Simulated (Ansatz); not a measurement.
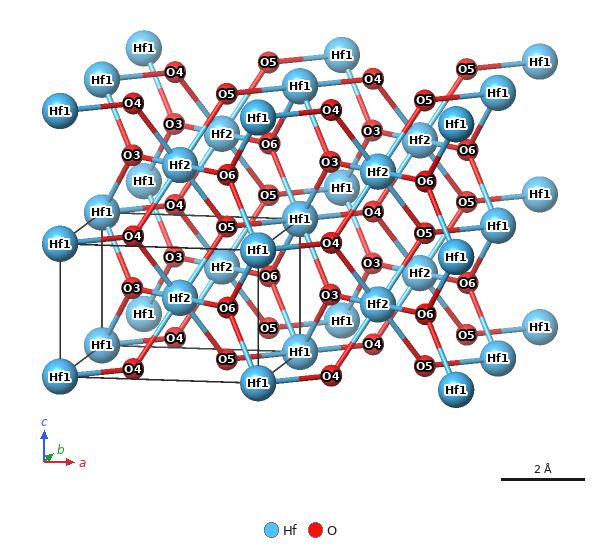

**Figure 1.** The structure (ball-and-stick view of the cell of the calculation, repeated 2 × 2 × 2, seen slightly off an axis; atoms are numbered from 1 in the order of the input). An atom can appear more than once, as a periodic image. Near neighbours in the periodic cell (some may lie outside the picture): Hf has 6 O at 2.09 to 2.15 Å; O has 3 Hf at 2.09 to 2.15 Å.

# Two runs on HfO$_{2}$

System: HfO$_{2}$ (C2/m, 6 atoms in the cell).
Method of the first run: DFT PBEsol, scalar-relativistic, plane waves, PAW, PAW set soft_1, no spin polarisation (Ansatz 0.2.0).

The structure derives from a Materials Project entry. Text and figures count atoms from 1; the logs count them from 0 in places.

**Input file, the first run**
```yaml
crystal:
  lattice:
    - [4.9114575923, 0.0, 0.0]
    - [0.0, 4.9114575923, 0.0]
    - [0.0, 0.0, 3.2637929515]
  atoms:
    - { symbol: Hf, position: [0.0, 0.0, 0.0] }
    - { symbol: Hf, position: [0.5, 0.5, 0.5] }
    - { symbol: O, position: [0.1949828631, 0.8050171369, 0.4866051246] }
    - { symbol: O, position: [0.3050171369, 0.3050171369, 0.0] }
    - { symbol: O, position: [0.6949828631, 0.6949828631, 0.0] }
    - { symbol: O, position: [0.8050171369, 0.1949828631, 0.5133948754] }
basis:
  ecutwfc: 520.0
kpoints:
  mp_grid: { grid: [6, 6, 8] }
hamiltonian:
  xc: pbesol
  pseudopotentials: { kind: paw, azcp: { folder: soft_1 } }
scf:
  occupations: { method: gaussian, width: 0.05 }
output:
  forces: true
  stress: true
  eigenvalues: true
```

Command:
```bash
ansatz run input.yaml --threads 2 --pin off --max-ram 4096MiB --backend cpu --events-out ev --progress --plain --runs-dir out
```

Hardware: 2 threads of Arm Neoverse N1, 98 GiB of memory available, shared host.

**Output, shortened to warnings, some set-up lines, iterations and results (the first run)**
```
Warning: [file] the record states the generating functional pbe (its physics header spells it `PBE`), which answers neither for hamiltonian.xc's functional nor for the pbesol family's — results may be inconsistent (PPs are generated against a specific XC)
Warning: [file] the record states the generating functional pbe (its physics header spells it `PBE`), which answers neither for hamiltonian.xc's functional nor for the pbesol family's — results may be inconsistent (PPs are generated against a specific XC)
Basis set: ecut = 520 eV, 2113 PW (Γ), exchange–correlation on 80×80×50 points (8 copies of the dense FFT grid, shifted against one another)
Symmetry: 4 space group operations
k-points: 89 of 288
Initial density: superposition of atomic densities (chi_scale 0.1, normalization cell, long waves kept (reshape's long-wave potential 0.00 eV rms))
[...]
SCF iter   1: F=—  HF=-33453.125035 eV  |F-HF|=—  |Δ(HF+E_count)|=         —  Δρ=8.83e-2  dr2=4.85e0  ethr=3.10e-3  ⟨swp⟩=5.5  Hψ=13433  notcnv=0
SCF iter   2: F=—  HF=-33452.006635 eV  |F-HF|=—  |Δ(HF+E_count)|=    1.12e0  Δρ=3.88e-2  dr2=1.10e0  ethr=3.10e-3  ⟨swp⟩=2.9  Hψ=8852  notcnv=0  defer=156
SCF iter   3: F=—  HF=-33451.706087 eV  |F-HF|=—  |Δ(HF+E_count)|=   3.01e-1  Δρ=2.14e-2  dr2=3.37e-1  ethr=1.45e-3  ⟨swp⟩=2.0  Hψ=6816  notcnv=0  defer=67
SCF iter   4: F=—  HF=-33451.644122 eV  |F-HF|=—  |Δ(HF+E_count)|=   6.20e-2  Δρ=8.01e-3  dr2=2.86e-2  ethr=4.43e-4  ⟨swp⟩=2.9  Hψ=8246  notcnv=0  defer=68
SCF iter   5: F=—  HF=-33451.657725 eV  |F-HF|=—  |Δ(HF+E_count)|=   1.36e-2  Δρ=3.11e-3  dr2=9.52e-3  ethr=3.76e-5  ⟨swp⟩=2.0  Hψ=7206  notcnv=0  defer=84
SCF iter   6: F=—  HF=-33451.653261 eV  |F-HF|=—  |Δ(HF+E_count)|=   4.46e-3  Δρ=9.49e-4  dr2=5.51e-4  ethr=1.25e-5  ⟨swp⟩=2.0  Hψ=7344  notcnv=0  defer=84
SCF iter   7: F=—  HF=-33451.653832 eV  |F-HF|=—  |Δ(HF+E_count)|=   5.71e-4  Δρ=4.84e-4  dr2=1.43e-4  ethr=7.24e-7  ⟨swp⟩=2.0  Hψ=7381  notcnv=0  defer=84
SCF iter   8: F=—  HF=-33451.653850 eV  |F-HF|=—  |Δ(HF+E_count)|=   1.78e-5  Δρ=8.33e-5  dr2=5.25e-6  ethr=1.88e-7  ⟨swp⟩=2.0  Hψ=7304  notcnv=0  defer=84
SCF iter   9: F=—  HF=-33451.653882 eV  |F-HF|=—  |Δ(HF+E_count)|=   3.19e-5  Δρ=5.97e-5  dr2=2.37e-6  ethr=6.91e-9  ⟨swp⟩=2.0  Hψ=7342  notcnv=0  defer=84
SCF iter  10: F=-33451.653879 eV  HF=-33451.653879 eV  |F-HF|=7.52e-8  |Δ(HF+E_count)|=   2.37e-6  Δρ=1.32e-5  dr2=8.65e-8  ethr=1.32e-10  ⟨swp⟩=9.6  Hψ=23034  notcnv=0
SCF 1 converged in 10 iterations: F = -33451.653879 eV  dr2 = 8.65e-8
SCF converged after 10 iterations
Free energy (F): -33451.653879 eV
Harris-Foulkes:  -33451.653879 eV  (|F-HF|=7.52e-8)
Internal energy: -33451.653879 eV  (E = F + TS)
E sigma→0 (E₀):  -33451.653879 eV
Fermi energy:    12.396695 eV
--- Per-component energies (eV) ---
  E_band       = -275.147042
  E_kinetic    = 1472.878878
  E_local      = -15764.491557  (includes V_loc(G=0)·N_el)
  E_nonlocal   = 353.155722
  E_hartree    = 7417.455258
  E_xc         = -807.556245
  E_vxc        = -866.349152  (∫ρ·V_xc dr)
  E_paw        = -15785.466214  (= ΣΔE_a)
  E_vpaw       = -305.260093  (= ΣTr[D̂ρ^β])
  E_aug_tail   = 0.001027  (compensation charges beyond the density's cutoff)
  E_ewald      = -10340.274013
  E_core_change = 2.643264  (= ΣΔE_core)
  E_smearing   = -0.000000  (= −TS)
  E_closure    = 0.000000  (closes the sum)
  Σ components = -33451.653879   (vs F -33451.653879, Δ=0.00e0)
--- Forces (eV/Å), atoms counted from 1 ---
  atom   1  Hf     0.00000000     0.00000000     0.00000000
  atom   2  Hf    -0.00000000    -0.00000000     0.00000000
  atom   3  O     -0.08288234     0.08288234     0.48483406
  atom   4  O      0.11500911     0.11500911    -0.00000000
  atom   5  O     -0.11500911    -0.11500911     0.00000000
  atom   6  O      0.08288234    -0.08288234    -0.48483406
  max |Σ_I F_I| component: 2.78e-17 eV/Å
--- Stress (GPa, compression-positive) ---
       -9.152612      -0.101445       1.026326
       -0.101445      -9.152612      -1.026326
        1.026327      -1.026327     -11.941029
  P = ⅓ Tr σ = -10.0821 GPa (-100.821 kbar)
```

For the second run the input was changed thus:
```diff
-    - { symbol: O, position: [0.1949828631, 0.8050171369, 0.4866051246] }
+    - { symbol: O, position: [0.1949828631, 0.8050171369, 0.5] }
-    - { symbol: O, position: [0.8050171369, 0.1949828631, 0.5133948754] }
+    - { symbol: O, position: [0.8050171369, 0.1949828631, 0.5] }
```

Predict how the results change.

With the same functional and potentials, the second run lies 3.5 meV per atom lower. The pressure goes from −10.08 to −10.24 GPa. The largest force goes from 0.499 to 0.159 eV/Å. The number of SCF iterations is the same. The irreducible k-points go from 89 to 50. On the same kind of shared host the second run took about 0.53 times as long.

**Output, shortened to warnings, some set-up lines, iterations and results (the second run)**
```
Warning: [file] the record states the generating functional pbe (its physics header spells it `PBE`), which answers neither for hamiltonian.xc's functional nor for the pbesol family's — results may be inconsistent (PPs are generated against a specific XC)
Warning: [file] the record states the generating functional pbe (its physics header spells it `PBE`), which answers neither for hamiltonian.xc's functional nor for the pbesol family's — results may be inconsistent (PPs are generated against a specific XC)
Basis set: ecut = 520 eV, 2113 PW (Γ), exchange–correlation on 80×80×50 points (8 copies of the dense FFT grid, shifted against one another)
Symmetry: 16 space group operations
k-points: 50 of 288
Initial density: superposition of atomic densities (chi_scale 0.1, normalization cell, long waves kept (reshape's long-wave potential 0.00 eV rms))
[...]
SCF iter   1: F=—  HF=-33453.141034 eV  |F-HF|=—  |Δ(HF+E_count)|=         —  Δρ=8.82e-2  dr2=4.84e0  ethr=3.10e-3  ⟨swp⟩=5.4  Hψ=7518  notcnv=0
SCF iter   2: F=—  HF=-33452.026091 eV  |F-HF|=—  |Δ(HF+E_count)|=    1.11e0  Δρ=3.88e-2  dr2=1.10e0  ethr=3.10e-3  ⟨swp⟩=2.9  Hψ=4959  notcnv=0  defer=93
SCF iter   3: F=—  HF=-33451.726996 eV  |F-HF|=—  |Δ(HF+E_count)|=   2.99e-1  Δρ=2.14e-2  dr2=3.36e-1  ethr=1.44e-3  ⟨swp⟩=2.0  Hψ=3818  notcnv=0  defer=43
SCF iter   4: F=—  HF=-33451.665347 eV  |F-HF|=—  |Δ(HF+E_count)|=   6.16e-2  Δρ=8.00e-3  dr2=2.85e-2  ethr=4.42e-4  ⟨swp⟩=2.9  Hψ=4617  notcnv=0  defer=43
SCF iter   5: F=—  HF=-33451.678863 eV  |F-HF|=—  |Δ(HF+E_count)|=   1.35e-2  Δρ=3.09e-3  dr2=9.46e-3  ethr=3.75e-5  ⟨swp⟩=2.0  Hψ=4047  notcnv=0  defer=49
SCF iter   6: F=—  HF=-33451.674436 eV  |F-HF|=—  |Δ(HF+E_count)|=   4.43e-3  Δρ=9.39e-4  dr2=5.42e-4  ethr=1.25e-5  ⟨swp⟩=2.0  Hψ=4135  notcnv=0  defer=49
SCF iter   7: F=—  HF=-33451.674999 eV  |F-HF|=—  |Δ(HF+E_count)|=   5.63e-4  Δρ=4.83e-4  dr2=1.43e-4  ethr=7.13e-7  ⟨swp⟩=2.0  Hψ=4132  notcnv=0  defer=49
SCF iter   8: F=—  HF=-33451.675020 eV  |F-HF|=—  |Δ(HF+E_count)|=   2.02e-5  Δρ=7.06e-5  dr2=3.99e-6  ethr=1.88e-7  ⟨swp⟩=2.0  Hψ=4074  notcnv=0  defer=49
SCF iter   9: F=—  HF=-33451.675038 eV  |F-HF|=—  |Δ(HF+E_count)|=   1.82e-5  Δρ=1.10e-5  dr2=1.10e-7  ethr=5.26e-9  ⟨swp⟩=2.5  Hψ=4069  notcnv=0  defer=49
SCF iter  10: F=-33451.675038 eV  HF=-33451.675038 eV  |F-HF|=3.16e-9  |Δ(HF+E_count)|=   9.90e-8  Δρ=2.33e-6  dr2=3.93e-9  ethr=1.32e-10  ⟨swp⟩=10.3  Hψ=9815  notcnv=0
SCF 1 converged in 10 iterations: F = -33451.675038 eV  dr2 = 3.93e-9
SCF converged after 10 iterations
Free energy (F): -33451.675038 eV
Harris-Foulkes:  -33451.675038 eV  (|F-HF|=3.16e-9)
Internal energy: -33451.675038 eV  (E = F + TS)
E sigma→0 (E₀):  -33451.675038 eV
Fermi energy:    12.396623 eV
--- Per-component energies (eV) ---
  E_band       = -275.255587
  E_kinetic    = 1472.773733
  E_local      = -15762.927758  (includes V_loc(G=0)·N_el)
  E_nonlocal   = 353.122913
  E_hartree    = 7416.638661
  E_xc         = -807.535129
  E_vxc        = -866.321727  (∫ρ·V_xc dr)
  E_paw        = -15785.422153  (= ΣΔE_a)
  E_vpaw       = -305.182287  (= ΣTr[D̂ρ^β])
  E_aug_tail   = 0.001032  (compensation charges beyond the density's cutoff)
  E_ewald      = -10340.969601
  E_core_change = 2.643264  (= ΣΔE_core)
  E_smearing   = -0.000000  (= −TS)
  E_closure    = -0.000000  (closes the sum)
  Σ components = -33451.675038   (vs F -33451.675038, Δ=0.00e0)
--- Forces (eV/Å), atoms counted from 1 ---
  atom   1  Hf     0.00000000    -0.00000000    -0.00000000
  atom   2  Hf    -0.00000000    -0.00000000    -0.00000000
  atom   3  O     -0.11253694     0.11253694    -0.00000000
  atom   4  O      0.11253694     0.11253694    -0.00000000
  atom   5  O     -0.11253694    -0.11253694     0.00000000
  atom   6  O      0.11253694    -0.11253694     0.00000000
  max |Σ_I F_I| component: 8.33e-17 eV/Å
--- Stress (GPa, compression-positive) ---
       -9.292779       0.000000       0.000000
        0.000000      -9.292779       0.000000
        0.000000       0.000000     -12.127485
  P = ⅓ Tr σ = -10.2377 GPa (-102.377 kbar)
```

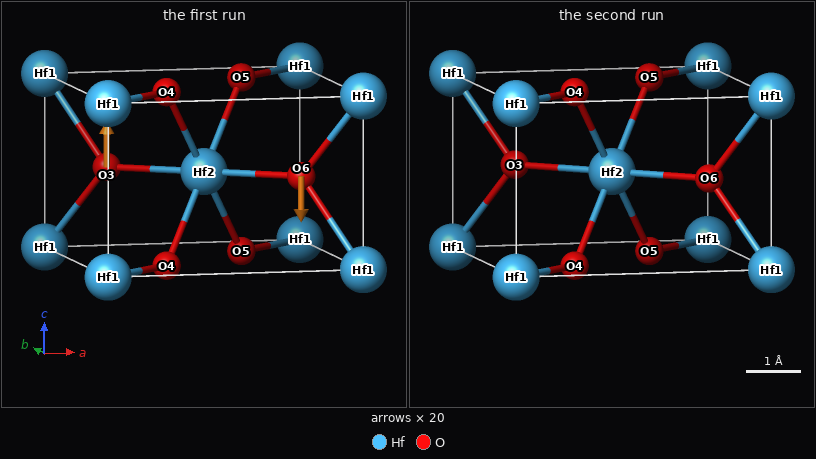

**Figure 2.** The two input geometries at one scale (ball-and-stick view of the cell of the calculation, seen slightly off an axis). The orange arrows on the first give the shifts of the atoms relative to the cell, magnified 20 times. The largest moves, 0.044 Å, are those of O3 and O6. Hf stays in place. The cell stays as it was. Among the contacts that change: Hf1–O3 2.155 → 2.121 Å.

**The two runs side by side**

```csv
quantity,the first run,the second run
outcome,converged,converged
free energy per atom (eV),−5575.2756,−5575.2792
gap on the mesh (eV),3.71,3.71
pressure (GPa),−10.08,−10.24
largest force (eV/Å),0.499,0.159
SCF iterations,10,10
irreducible k-points,89,50
plane waves at Γ,2113,2113
wall time (shared host),31 s,17 s
```

For both runs: Warnings: the PAW datasets were made with another functional. Spin–orbit coupling is left out, which matters for Hf. For the first run: The cell is under a tension of 10.1 GPa at this level, so it is not at its equilibrium volume. For the second run: The cell is under a tension of 10.2 GPa at this level, so it is not at its equilibrium volume.
